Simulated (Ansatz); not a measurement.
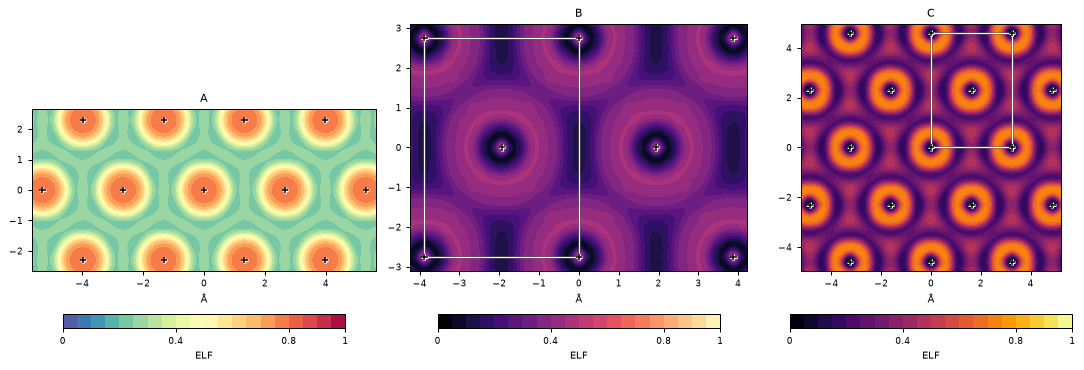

The ELF of 3 systems, each on a plane through atoms (crosses mark nuclei in the plane).

Computed with Ansatz 0.2.0, DFT LDA, scalar-relativistic, plane waves, PAW.

System 1: Ta, the (011̄) plane of the conventional cell. Space group Im-3m; computed without spin polarisation.

```
Ta
1.0
     3.25287    0.00000    0.00000
     0.00000    3.25287    0.00000
     0.00000    0.00000    3.25287
Ta
2
Direct
  0.00000 0.00000 0.00000
  0.50000 0.50000 0.50000
```

System 2: Rh, the (111) plane of the conventional cell. Space group Fm-3m; computed without spin polarisation.

```
Rh
1.0
     3.75369    0.00000    0.00000
     0.00000    3.75369    0.00000
     0.00000    0.00000    3.75369
Rh
4
Cartesian
  0.0000 0.0000 0.0000
  1.8768 1.8768 0.0000
  1.8768 0.0000 1.8768
  0.0000 1.8768 1.8768
```

System 3: Bi, the (110) plane of the conventional cell. Space group Im-3m; a structure from a database of computed crystals, not necessarily the ambient phase; computed without spin polarisation.

```
Bi
1.0
     3.88228    0.00000    0.00000
     0.00000    3.88228    0.00000
     0.00000    0.00000    3.88228
Bi
2
Direct
  0.00000 0.00000 0.00000
  0.50000 0.50000 0.50000
```

### Match each panel to its system.

Panel A is system 2, Rh: the plane holds Rh. Rh–Rh (2.65 Å): the ELF is about 0.30 at the midpoint; no localised pair shows between them. Panel B is system 3, Bi: the plane holds Bi. Bi–Bi (3.36 Å): the ELF is about 0.30 at the midpoint. Panel C is system 1, Ta: the plane holds Ta. Ta–Ta (2.82 Å): the ELF is about 0.30 at the midpoint; no shared electron pair shows on this line.
